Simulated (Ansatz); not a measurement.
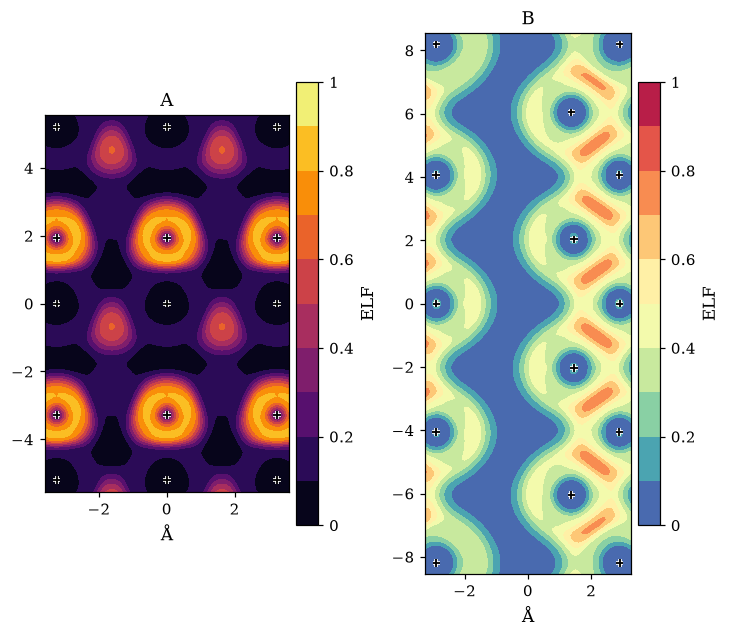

The ELF of 2 systems, each on a plane through atoms (crosses mark nuclei in the plane).

Theory: Ansatz, DFT PBE, scalar-relativistic, plane waves, PAW.

System 1: ZnO, the (010) plane of the conventional cell. Space group P6₃mc; a generated structure, not necessarily the stable one.

System 2: SnGe$_{31}$, the (110) plane of the conventional cell. Space group P-42m; a generated structure, not necessarily the stable one.

Q: Which map belongs to which system?

A: Panel A is system 1, ZnO: the plane holds Zn and O. Zn–O (1.93 Å): the ELF peaks at about 0.85 in the valence shell of O, 0.6 Å from its nucleus, and is about 0.25 at the midpoint (no shared electron pair shows on this line). Panel B is system 2, SnGe$_{31}$: the plane holds Sn and Ge. Ge–Ge (2.49 Å): the ELF peaks at about 0.75 between the atoms.
